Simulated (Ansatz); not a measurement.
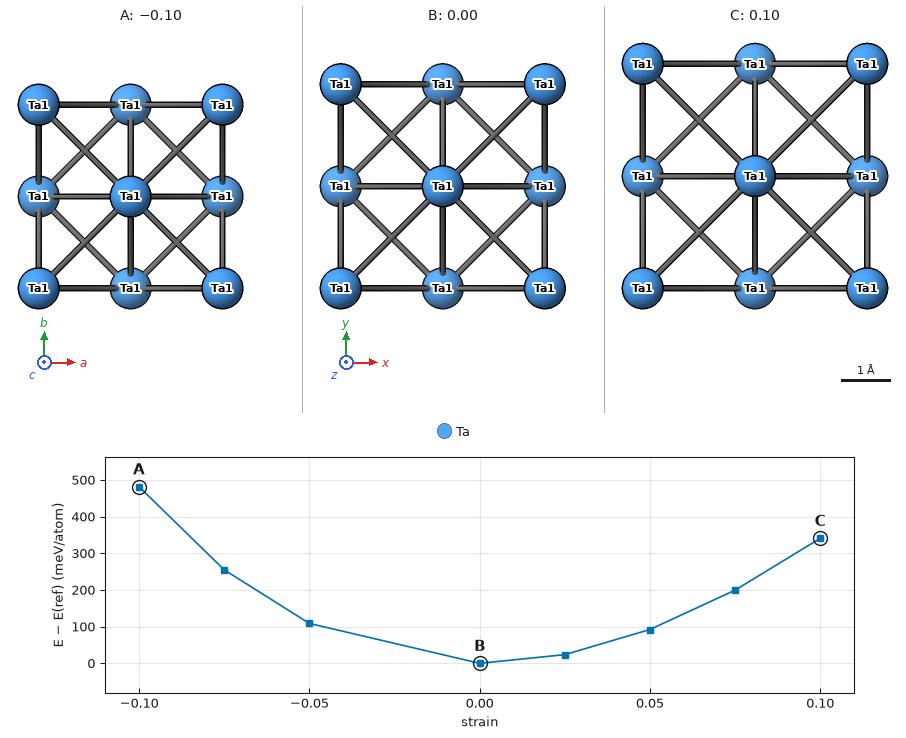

Solid Ta (Fm-3m): the cell is strained equally along x and y, with the atoms kept at their fractional coordinates. x, y and z are the Cartesian axes of the input. The lettered frames are marked on the plot. The picture is a ball-and-stick view of the conventional cell (4 times the calculation's cell), repeated 1 × 1 × 2 with one cell outlined, seen along the c axis. Lengths and directions refer to the drawn axes.

Method: DFT PBEsol, scalar-relativistic, plane waves, PAW in Ansatz. Settings: plane-wave cutoff 420 eV; k-point mesh 24 × 24 × 24; occupations gaussian; smearing width 0.15 eV; no spin polarisation. Energies (free energies at the smearing named) are counted from the relaxed crystal.

Question: Describe the profile.

Answer: Of the computed points the lowest is at the strain 0.00, 0 meV/atom. At the ends of the scan the energy is 481 meV/atom (−0.10) and 341 meV/atom (0.10). The distortion takes the space group from Fm-3m to I4/mmm. At the strain −0.10 the cell of the drawing goes a 4.176 → 3.758 Å, b 4.176 → 3.758 Å.
